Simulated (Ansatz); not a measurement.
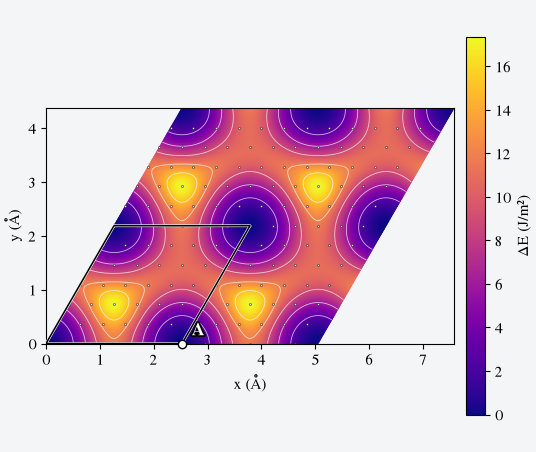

C (Fd-3m, No. 227; 12 atoms in the cell). 
- The crystal above one (1 1 1) plane is slid rigidly over the crystal below it (one fault a cell, nothing relaxed).
- Places are given modulo a cell vector. The map is drawn in real space over the plane of the slide.
- Grid: 6 × 6 points; 10 points were computed and 26 follow by symmetry.
- All energies are given in J/m² relative to the lowest grid point.
- Theory: DFT PBE, scalar-relativistic, plane waves, PAW in Ansatz 0.2.0. Settings: cutoff 420 eV, k-mesh 10×10×2 in the order of the run's cell vectors, gaussian smearing 0.05 eV, no spin polarisation.

The picture shows a smooth colour map with a few white contour lines, dots at the grid points, the outline of one cell of the 2 × 2 shown, the point A. Between grid points the surface is interpolated.

> What is the easiest way out of the well at A, and how high is the barrier?

The easiest path leads from the well at (0/6, 0/6) of the cell vectors to its copy one period on. Its highest point lies about 11 J/m² above the bottom of the first well on the interpolated surface, at about (0.78, 0.61) of the cell vectors. The start is the relaxed structure and all else is held, so a fully relaxed path at this level can only be lower.

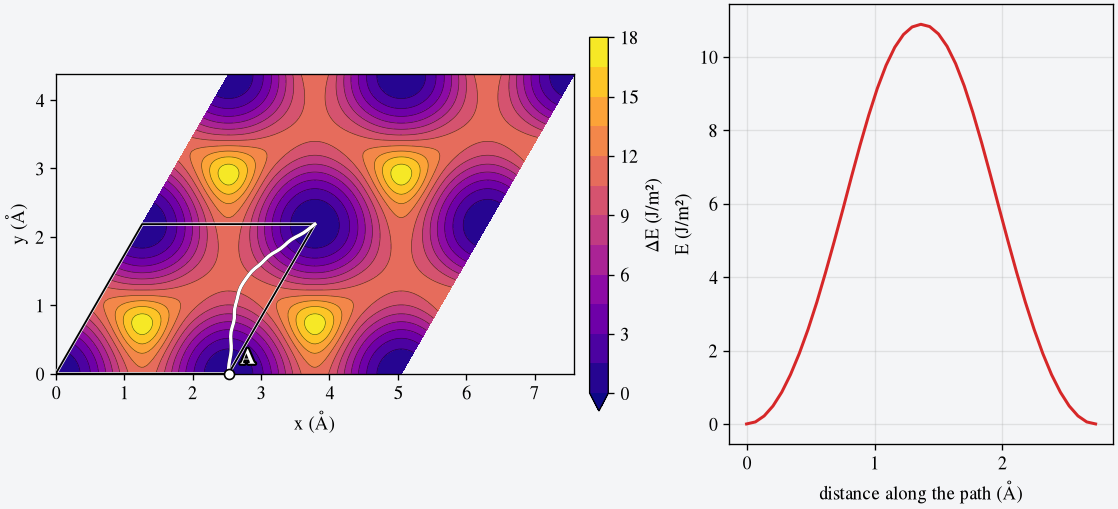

Drawn: filled contours, a line along the lowest path, the outline of one cell of the 2 × 2 shown, the energy along the path at the right. Between grid points the surface is interpolated.
